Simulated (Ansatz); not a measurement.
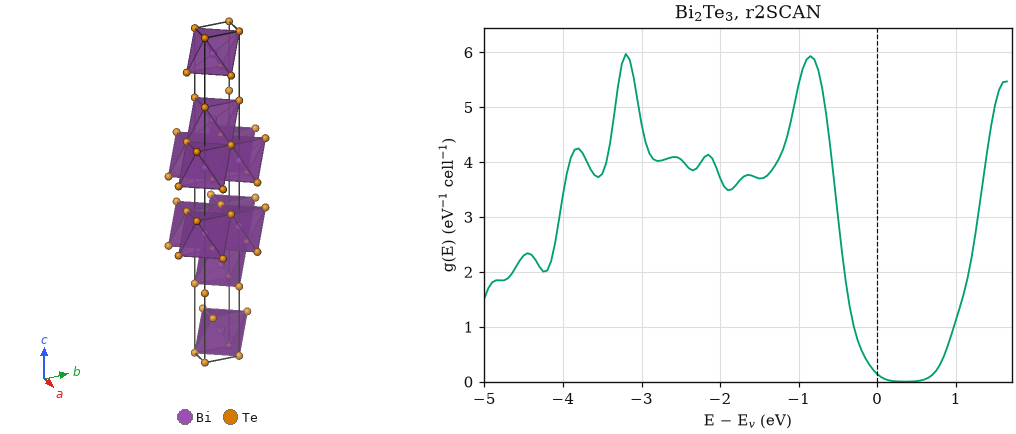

Density of states, beside the structure. Energies are counted from the top of the valence band. The curve is built from the levels of the k mesh with Gaussians 0.3 eV wide, which also blur the band edges.

The material is Bi2Te3, space group R-3m, 5 atoms in the cell, tetradymite type.

Method: DFT, r2SCAN, plane waves, PAW, no spin polarisation, 8×8×8 k mesh (Ansatz 0.2.0).

Q: Is there a gap at the Fermi level, and how wide?

A: There is a gap; over the k points computed it is 0.70 eV (direct among those points).

Spin-orbit coupling is left out, which matters for Bi and Te.
